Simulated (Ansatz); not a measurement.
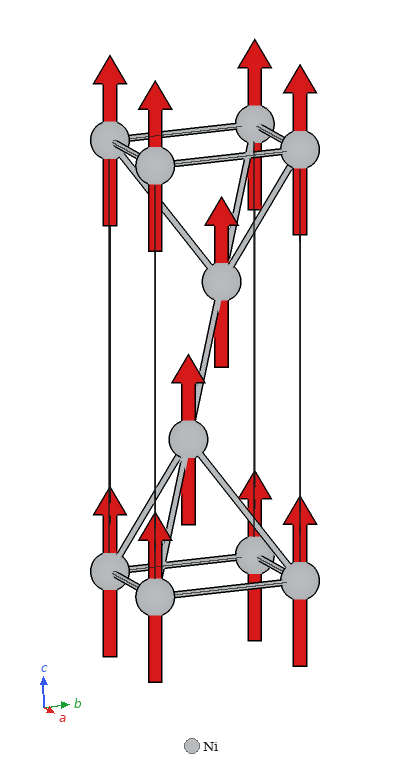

The figure gives a ball-and-stick picture of the atoms, viewed slightly off an axis. Thin lines show the cell (the run's own, in a reduced setting), with boundary atoms drawn in all their periodic places. Arrows are the site magnetic moments above 0.25 μB; longer means larger, and red and blue are up and down (without spin-orbit coupling the axis itself is arbitrary).

This is the state reached for Ni. Level of theory: Ansatz 0.2.0, DFT LDA, scalar-relativistic, plane waves, PAW. Settings were E_cut = 420 eV, k-points about 0.32 Å⁻¹ apart, Gaussian smearing of 0.1 eV, collinear spins.

Which kind of magnetic order is this?

Answer. Ferromagnetic (within this cell). Site moments: 3 Ni +0.6 μB. The net spin moment of the whole cell is 1.7 μB.

The cell started as a structure listed in the Materials Project. The cell was then strained or its atoms displaced on purpose. Ansatz was used for an electronic-structure calculation on it.

At this level of theory the cell isn't at rest (compressed, at 17 GPa), so its distances can differ from those at equilibrium, the more so the softer the solid, and its magnetic state may change on relaxation.
